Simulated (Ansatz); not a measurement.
# Single-point calculation, with input and output: Al₁₆HO₂₄ (charge +1) (part 2 of 2)

Continued. System: Al₁₆HO₂₄ (defect cell, 41 atoms in the cell, total charge +1). Method: DFT PBE, scalar-relativistic, plane waves, PAW, spin-polarised (Ansatz 0.2.0); cutoff 420 eV, 3×3×3 k-mesh, Gaussian smearing of 0.05 eV, collinear spins. The structure derives from a Materials Project entry.

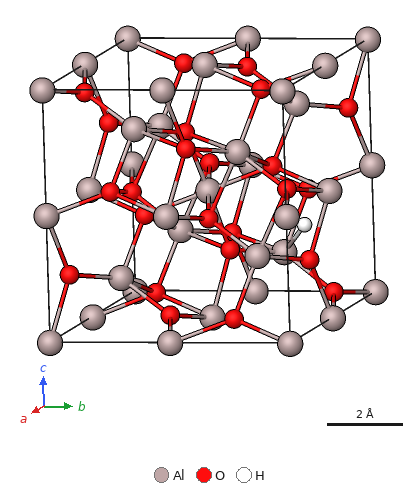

**Figure 1.** The structure (ball-and-stick view of the cell of the calculation, seen slightly off an axis). An atom can appear more than once, as a periodic image.

## Output, continued
```
--- Forces (eV/Å), atoms counted from 1 ---
  atom   1  Al     0.59320408    -0.03310141    -0.33367805
  atom   2  Al    -0.32898338    -0.49618067    -0.33003265
  atom   3  Al     0.00186770    -0.00242809     1.19821637
  atom   4  Al    -0.26422975     0.53108382    -0.33065859
  atom   5  Al    -0.77458923     0.49940074     0.11994663
  atom   6  Al     0.81786959     0.41664969     0.11918487
  atom   7  Al     0.00155792     0.00253864    -0.18286558
  atom   8  Al    -0.04682160    -0.91724552     0.12043032
  atom   9  Al    -0.60499530     0.07421898     0.38552964
  atom  10  Al     0.36791111     0.48594785     0.38567455
  atom  11  Al     0.00126760     0.00098694    -2.94384797
  atom  12  Al     0.23723913    -0.56236236     0.38666420
  atom  13  Al     0.17268695    -0.10603308    -0.23330830
  atom  14  Al    -0.17588496    -0.09599502    -0.23160153
  atom  15  Al    -0.00194479    -0.00014453     0.04919810
  atom  16  Al     0.00421535     0.19765788    -0.23125800
  atom  17  O      1.05833142    -0.13417452     1.10410744
  atom  18  O     -0.11688049     0.24514750    -0.14309169
  atom  19  O      0.03768133    -0.18139612    -0.01828343
  atom  20  O     -0.05164230     0.12285996    -0.21342530
  atom  21  O      0.68653248    -0.78736971    -0.97359914
  atom  22  O     -0.27004843    -0.16844215    -0.04509202
  atom  23  O      0.02162811     0.05182349     0.30068969
  atom  24  O      0.11311890     0.24639780     0.13536511
  atom  25  O      0.15482955    -0.22206600     0.13776457
  atom  26  O     -1.02595788    -0.20042453    -0.97401775
  atom  27  O      0.03488981    -0.04495848     0.30307915
  atom  28  O     -0.01066124     0.31932781    -0.04662817
  atom  29  O     -0.15370293    -0.22341655    -0.14401903
  atom  30  O     -0.08024565    -0.10247454    -0.21262303
  atom  31  O      0.14015624     0.12449037    -0.01816933
  atom  32  O     -0.41234022     0.98023133     1.10801781
  atom  33  O      0.13409810    -0.01731707    -0.21197933
  atom  34  O     -0.64307312    -0.84742451     1.10399429
  atom  35  O     -0.17739674     0.05823248    -0.01772524
  atom  36  O      0.26839372    -0.02016245    -0.14438877
  atom  37  O      0.28113234    -0.15125644    -0.04591901
  atom  38  O     -0.27098948    -0.02181148     0.13571891
  atom  39  O     -0.05678575    -0.00856263     0.30125406
  atom  40  O      0.33893146     0.99090208    -0.97792739
  atom  41  H     -0.00036525    -0.00312040     1.60933092
  max |Σ_I F_I| component: 2.91e-5 eV/Å
--- Band table (eV; the first three rows and the last of 28) ---
  k-point 0 ↑: bands = ["-12.2300", "-11.0757", "-11.0751", "-11.0523", "-10.9876", "-10.9874", "-10.7469", "-10.0493", "-10.0489", "-10.0305", "-9.8029", "-9.8026", "-9.7934", "-9.7068", "-9.5515", "-9.5512", "-9.5007", "-9.3382", "-9.3380", "-9.2943", "-9.2939", "-9.1447", "-9.0417", "-9.0413", "0.3216", "0.4662", "0.8586", "0.8589", "1.4231", "1.6365", "1.7805", "1.7805", "1.8965", "1.8969", "2.0433", "2.0486", "2.0488", "2.2225", "2.4030", "2.4617", "2.4618", "2.5209", "2.5212", "2.6885", "2.7133", "2.7136", "2.9426", "3.2537", "3.2539", "3.5431", "3.8367", "3.8370", "3.9966", "4.1169", "4.1677", "4.1682", "4.1779", "4.6000", "4.6785", "4.6789", "4.7664", "4.8433", "4.8435", "5.0204", "5.0207", "5.0346", "5.2552", "5.2553", "5.3153", "5.4980", "5.5040", "5.5043", "5.6310", "5.6313", "5.8316", "5.8318", "5.8561", "5.9807", "5.9810", "6.0729", "6.1683", "6.1686", "6.2092", "6.2323", "6.2324", "6.4115", "6.4116", "6.5934", "6.6332", "6.6336", "6.6536", "6.7158", "6.7159", "7.0956", "7.0992", "7.0995", "8.4621", "13.4403", "15.8798", "16.3554", "16.3556", "16.5591", "16.5662", "16.5664", "16.9291", "16.9836", "16.9838", "17.1475", "17.3430", "17.3432", "17.4778", "17.7731", "17.8674", "17.8675", "17.9925", "18.2861", "18.2866", "18.5573", "18.5579", "18.5762", "18.7932", "18.7935", "18.8484", "19.1653", "19.1659", "19.2704", "19.3913", "19.5200", "19.5204", "19.5544", "19.7233", "19.7235", "19.7790", "19.9133", "19.9136", "20.1454", "20.2366", "20.5810"]
  k-point 1 ↑: bands = ["-12.0799", "-11.5982", "-11.1172", "-11.0484", "-10.8760", "-10.7562", "-10.5368", "-10.1667", "-10.0870", "-10.0030", "-9.8651", "-9.8476", "-9.7672", "-9.7296", "-9.6191", "-9.5320", "-9.5057", "-9.4129", "-9.2902", "-9.2400", "-9.1915", "-9.1348", "-9.0420", "-9.0191", "0.4815", "0.5574", "0.8433", "1.0519", "1.3042", "1.4438", "1.5513", "1.5857", "1.7747", "1.8595", "1.9203", "2.0235", "2.0643", "2.1531", "2.2541", "2.3155", "2.4025", "2.4326", "2.6146", "2.7707", "2.8655", "2.9699", "3.0682", "3.2009", "3.5125", "3.5668", "3.7963", "3.8737", "3.9706", "4.1428", "4.2019", "4.3354", "4.4480", "4.5696", "4.6113", "4.6700", "4.7969", "4.8411", "4.9517", "5.0711", "5.1037", "5.1435", "5.2220", "5.3259", "5.3870", "5.4549", "5.4942", "5.5625", "5.5978", "5.6547", "5.6820", "5.7852", "5.8136", "5.8798", "5.9652", "6.0251", "6.1115", "6.1589", "6.1877", "6.2480", "6.3158", "6.3646", "6.4035", "6.4963", "6.5340", "6.5775", "6.6950", "6.7104", "6.8027", "6.9068", "7.0406", "7.0980", "8.4871", "14.0888", "15.4511", "16.2276", "16.3583", "16.5136", "16.6686", "16.8461", "16.8999", "16.9933", "17.0622", "17.1414", "17.2871", "17.3350", "17.4276", "17.5024", "17.6554", "17.8197", "18.0360", "18.1593", "18.2718", "18.3372", "18.4111", "18.5018", "18.5546", "18.7728", "18.8565", "19.0112", "19.1058", "19.2460", "19.3867", "19.5777", "19.6893", "19.7952", "19.8904", "19.9935", "20.0741", "20.1610", "20.2862", "20.3656", "20.4203", "20.6053"]
  k-point 2 ↑: bands = ["-12.0799", "-11.5981", "-11.1173", "-11.0485", "-10.8757", "-10.7563", "-10.5368", "-10.1664", "-10.0872", "-10.0033", "-9.8653", "-9.8477", "-9.7671", "-9.7294", "-9.6192", "-9.5320", "-9.5056", "-9.4129", "-9.2903", "-9.2400", "-9.1915", "-9.1348", "-9.0423", "-9.0189", "0.4816", "0.5573", "0.8431", "1.0521", "1.3041", "1.4439", "1.5515", "1.5858", "1.7746", "1.8598", "1.9200", "2.0232", "2.0643", "2.1533", "2.2541", "2.3154", "2.4027", "2.4326", "2.6145", "2.7708", "2.8656", "2.9699", "3.0682", "3.2008", "3.5128", "3.5669", "3.7964", "3.8733", "3.9705", "4.1425", "4.2020", "4.3355", "4.4482", "4.5697", "4.6111", "4.6700", "4.7970", "4.8409", "4.9515", "5.0712", "5.1037", "5.1436", "5.2221", "5.3260", "5.3872", "5.4551", "5.4938", "5.5621", "5.5977", "5.6549", "5.6821", "5.7854", "5.8136", "5.8796", "5.9651", "6.0250", "6.1114", "6.1590", "6.1880", "6.2481", "6.3158", "6.3647", "6.4035", "6.4960", "6.5342", "6.5775", "6.6949", "6.7103", "6.8026", "6.9067", "7.0408", "7.0980", "8.4871", "14.0888", "15.4510", "16.2276", "16.3581", "16.5138", "16.6687", "16.8462", "16.9001", "16.9934", "17.0621", "17.1412", "17.2870", "17.3351", "17.4279", "17.5025", "17.6553", "17.8199", "18.0360", "18.1593", "18.2720", "18.3372", "18.4109", "18.5021", "18.5544", "18.7729", "18.8563", "19.0110", "19.1058", "19.2463", "19.3867", "19.5779", "19.6894", "19.7952", "19.8905", "19.9934", "20.0742", "20.1609", "20.2859", "20.3652", "20.4205", "20.6048"]
  k-point 13 ↓: bands = ["-11.7894", "-11.6730", "-11.3669", "-11.2289", "-10.8380", "-10.7577", "-10.5099", "-10.2903", "-10.0887", "-10.0363", "-9.8748", "-9.7763", "-9.7463", "-9.6713", "-9.5493", "-9.5231", "-9.4561", "-9.3360", "-9.2806", "-9.2223", "-9.1809", "-9.1435", "-9.0477", "-9.0307", "0.4966", "0.6682", "0.8564", "0.9763", "1.0526", "1.1606", "1.2205", "1.3260", "1.6803", "1.8799", "1.9384", "2.1701", "2.2021", "2.2540", "2.3309", "2.4084", "2.5294", "2.5870", "2.7410", "2.8158", "2.9981", "3.0395", "3.1544", "3.3882", "3.4239", "3.5497", "3.8180", "3.9184", "4.0535", "4.1910", "4.2655", "4.3265", "4.4298", "4.5474", "4.5990", "4.6768", "4.7253", "4.8068", "4.8496", "4.8980", "5.0262", "5.0836", "5.1891", "5.2841", "5.3215", "5.3876", "5.4779", "5.5487", "5.6259", "5.6930", "5.7200", "5.7961", "5.8768", "5.9152", "5.9869", "6.0295", "6.0723", "6.1294", "6.1362", "6.1989", "6.2515", "6.3107", "6.4246", "6.4555", "6.5975", "6.6713", "6.6884", "6.8076", "6.8948", "6.9653", "7.0225", "7.0436", "8.4213", "15.1236", "15.4870", "15.8145", "16.1110", "16.1722", "16.4301", "16.6830", "16.7751", "16.8041", "16.8820", "17.0024", "17.2085", "17.3539", "17.5091", "17.7329", "17.7804", "17.9257", "18.0794", "18.2072", "18.2820", "18.4938", "18.6784", "18.7820", "18.8912", "18.9564", "19.0345", "19.0859", "19.1358", "19.2514", "19.3106", "19.4223", "19.5164", "19.6233", "19.7524", "19.9467", "20.0982", "20.1502", "20.1881", "20.4005", "20.4775", "20.5747"]
--- Löwdin populations: 41 sites ---
  site symbol       q [e]    m [muB]
     0     Al      1.7032    -0.0000
     1     Al      1.7032    -0.0000
     2     Al      1.7220    -0.0000
     3     Al      1.7032    -0.0000
     4     Al      1.6935    -0.0000
     5     Al      1.6935    -0.0000
     6     Al      1.6910    -0.0000
     7     Al      1.6935    -0.0000
     8     Al      1.6799    -0.0000
     9     Al      1.6799    -0.0000
    10     Al      1.7729     0.0000
    11     Al      1.6799    -0.0000
    12     Al      1.6811    -0.0000
    13     Al      1.6810    -0.0000
    14     Al      1.6827    -0.0000
    15     Al      1.6810    -0.0000
    16      O      6.7439    -0.0000
    17      O      6.7787    -0.0000
    18      O      6.7872     0.0000
    19      O      6.7839    -0.0000
    20      O      6.7498     0.0000
    21      O      6.7865     0.0000
    22      O      6.7861    -0.0000
    23      O      6.7835    -0.0000
    24      O      6.7835     0.0000
    25      O      6.7497     0.0000
    26      O      6.7862    -0.0000
    27      O      6.7865    -0.0000
    28      O      6.7787    -0.0000
    29      O      6.7839     0.0000
    30      O      6.7872     0.0000
    31      O      6.7439     0.0000
    32      O      6.7839    -0.0000
    33      O      6.7440     0.0000
    34      O      6.7873    -0.0000
    35      O      6.7787    -0.0000
    36      O      6.7865     0.0000
    37      O      6.7835    -0.0000
    38      O      6.7861    -0.0000
    39      O      6.7496    -0.0000
    40      H      0.6978     0.0000
  spilling = 0.008134 (of n_electrons = 192.000000)
--- Bader charges: 41 sites ---
  site symbol  charge [e]  shift [e]    m [muB]
     0     Al      2.5551     0.0018     0.0000
     1     Al      2.5552     0.0018     0.0000
     2     Al      2.5530     0.0017     0.0000
     3     Al      2.5551     0.0018     0.0000
     4     Al      2.5656     0.0017     0.0000
     5     Al      2.5656     0.0017     0.0000
     6     Al      2.5668     0.0017     0.0000
     7     Al      2.5656     0.0017     0.0000
     8     Al      2.5410     0.0021     0.0000
     9     Al      2.5410     0.0021     0.0000
    10     Al      2.5176     0.0021     0.0000
    11     Al      2.5410     0.0021     0.0000
    12     Al      2.5407     0.0022     0.0000
    13     Al      2.5407     0.0022     0.0000
    14     Al      2.5425     0.0021     0.0000
    15     Al      2.5407     0.0022     0.0000
    16      O     -1.6287     0.0013     0.0000
    17      O     -1.6722     0.0013     0.0000
    18      O     -1.6860     0.0013     0.0000
    19      O     -1.6811     0.0013     0.0000
    20      O     -1.6277     0.0012     0.0000
    21      O     -1.6846     0.0013     0.0000
    22      O     -1.6860     0.0013     0.0000
    23      O     -1.6797     0.0013     0.0000
    24      O     -1.6797     0.0013     0.0000
    25      O     -1.6275     0.0012     0.0000
    26      O     -1.6860     0.0013     0.0000
    27      O     -1.6846     0.0013     0.0000
    28      O     -1.6723     0.0013     0.0000
    29      O     -1.6812     0.0013     0.0000
    30      O     -1.6860     0.0013     0.0000
    31      O     -1.6287     0.0013     0.0000
    32      O     -1.6811     0.0013     0.0000
    33      O     -1.6289     0.0013     0.0000
    34      O     -1.6860     0.0013     0.0000
    35      O     -1.6723     0.0013     0.0000
    36      O     -1.6846     0.0013     0.0000
    37      O     -1.6797     0.0013     0.0000
    38      O     -1.6860     0.0013     0.0000
    39      O     -1.6274     0.0012     0.0000
    40      H      0.2509     0.0002     0.0000
  estimated error of the sums over rays = 3.1e-4 e
```

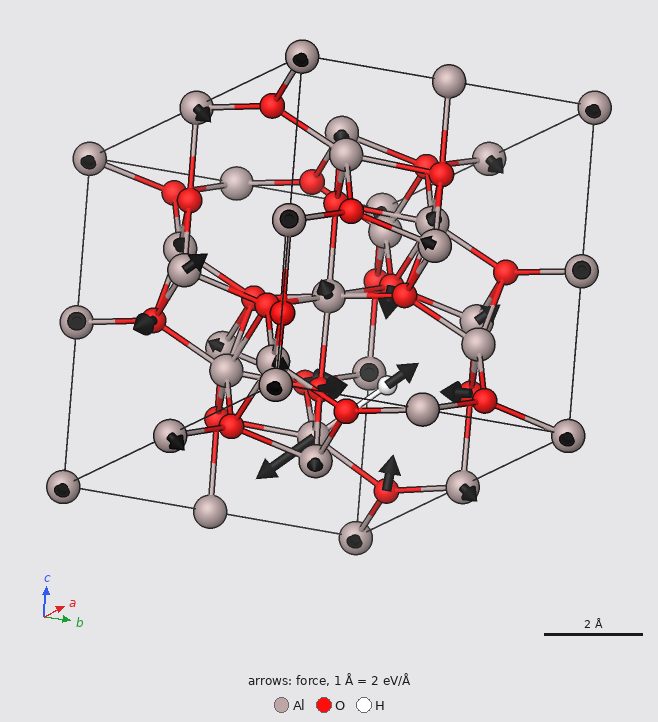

**Figure 2.** Forces on the atoms as black arrows (ball-and-stick view of the cell of the calculation, seen at an oblique angle); the smallest are left out. The largest act on Al11 (2.94 eV/Å); H41 (1.61 eV/Å); O17, O32 (1.54 eV/Å); O34 (1.53 eV/Å), among others. Atoms are counted from 1 in the order of the input and aren't labelled in the picture. The geometry is not a stationary point of this energy.

## Summary

```csv
quantity,value
outcome,converged
electrons treated,192
free energy,−22296.9351 eV
Fermi energy,7.747 eV
gap on the k-point mesh,1.28 eV
net moment of the cell,0.00 μB
integrated absolute moment,0.00 μB
largest force (length of the vector),2.944 eV/Å
wall time,2.8 min (CPU time 11 min)
peak memory,1.8 GiB
```

## Notes

Warnings of the run: some starting moments were not kept. The cell is charged and computed with a neutralising background, so its energy and pressure depend on the cell and aren't those of a real crystal.
